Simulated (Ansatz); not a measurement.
**Ti: density, localisation and related maps**

```cif
data_structure
_symmetry_space_group_name_H-M 'P 1'
_symmetry_Int_Tables_number 1
_cell_length_a 2.8999
_cell_length_b 2.9004
_cell_length_c 9.1880
_cell_angle_alpha 90.000
_cell_angle_beta 90.001
_cell_angle_gamma 120.009
_cell_volume 66.92
loop_
_atom_site_label
_atom_site_type_symbol
_atom_site_fract_x
_atom_site_fract_y
_atom_site_fract_z
_atom_site_occupancy
Ti1 Ti 0.33339 0.66670 0.12500 1
Ti2 Ti 0.33358 0.66666 0.62500 1
Ti3 Ti 0.66652 0.33332 0.37500 1
Ti4 Ti 0.66651 0.33332 0.87500 1
```

Space group P6₃/mmc; changed on purpose from its base cell (atom 2 moved 0.06 A; relaxed back); computed without spin polarisation.

Method: DFT PBEsol, scalar-relativistic, plane waves, PAW (Ansatz).

The density is the valence pseudo-density of a PAW calculation; it isn't the true density close to the nuclei.

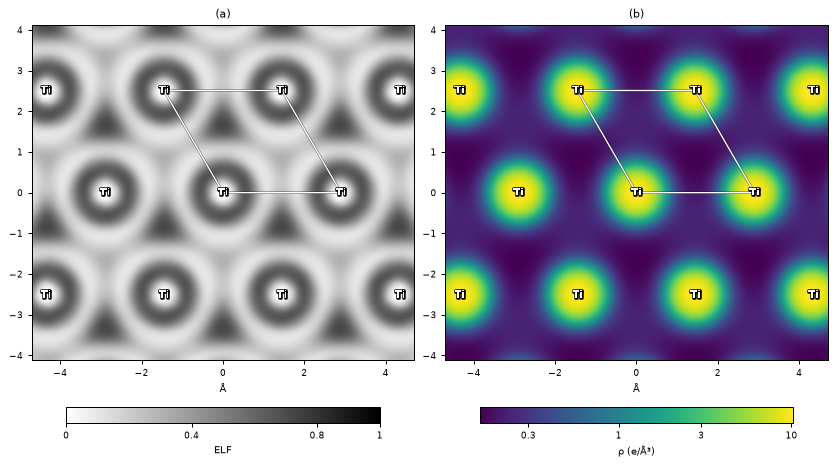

Figure 1. (a) ELF; (b) valence electron density on the (001) plane of the calculation cell.

Q: Read the bonding off the picture.

A: The section cuts through Ti sites. Ti–Ti (2.90 Å): the density is about 0.2 e/Å³ at the midpoint; the ELF is about 0.25 at the midpoint; no shared electron pair shows on this line. Between the atoms the lowest density in this plane is 0.16 e/Å³. The ELF has a maximum of about 0.70 in the space between the atoms, on no atom or two-centre bond. The features right at Ti lie inside the PAW spheres, where the map follows smoothed inner orbitals and isn't to be read closely.

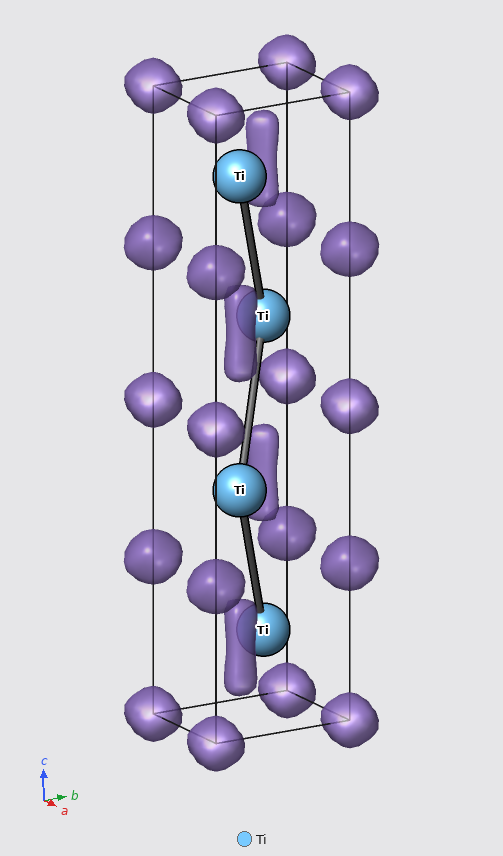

Figure 2. Isosurface of the electron localisation function at 0.65 (purple), seen slightly off an axis. Only the valence region is drawn (cores and ρ < 0.01 e/Å³ removed). Sticks mark near contacts.

Q: Describe the localisation domains.

A: The ELF exceeds this value in eight pockets between the atoms, centred on no nucleus (multi-centre or interstitial), counted in one cell of 4 atoms. Regions shared between cells count once. There are no localised bonds or lone pairs at this value. Profiles from the grid: Ti–Ti (2.84 Å): the ELF is about 0.20 at the midpoint (no shared electron pair shows on this line).

Q: Does the calculation give a band gap?

A: It is gapless in this calculation (a metal or semimetal).
